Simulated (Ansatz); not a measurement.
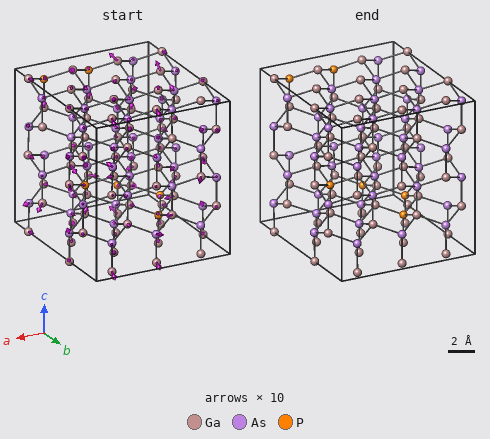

The structure of crystalline Ga48As42P6 (a generated structure, set up in P1) before (left) and after (right) a relaxation, at one scale. The purple arrows give the displacements, 10 times their true length.

The picture is a ball-and-stick view of the cell of the calculation, seen from a free direction.

Computed with Ansatz, DFT, PBEsol, PAW, plane waves. (plane-wave cutoff 420 eV; k-point mesh 1 × 1 × 1; mesh shifted by (0.25, 0.25, 0.25); no spin polarisation; cell relaxed at fixed alpha, beta, gamma; force threshold 0.03 eV/Å; at most 80 steps)

Question: Summarise the run.

Answer: Over 3 accepted moves (4 points after the start) the energy falls by 1.140 eV per cell of the calculation. Largest force component: 0.88 eV/Å at the start, 0.02 eV/Å at the end. Pressure: 0.11 GPa at the start and −0.01 GPa at the end. At 1 point the geometry stayed and the basis and grid were re-selected for the new cell (energy shift of 0.2 meV per cell of the calculation at most each time). The largest moves relative to the cell, 0.11 Å, are those of Ga atoms. Largest moves by element: Ga 0.11 Å, As 0.08 Å, P 0.04 Å. Cell: a 11.911 → 11.888 Å (−0.2 %), b 13.753 → 13.756 Å (0.0 %), c 13.080 → 13.093 Å (+0.1 %). Volume −0.1 %. Among the contacts that change: Ga–P 2.498 → 2.367 Å, Ga–P 2.478 → 2.366 Å, As–Ga 2.537 → 2.434 Å, Ga–P 2.465 → 2.375 Å. Bond angles that change, for instance: As–Ga–As 111.6° → 107.7°, Ga–As–Ga 106.8° → 110.5°, P–Ga–P 108.6° → 112.2°. The space group stays P1 (No. 1). Cost: 16 s on 1 × NVIDIA GB300 Max-Q with 8 threads of Arm Neoverse-V2, peak memory 2.7 GiB.
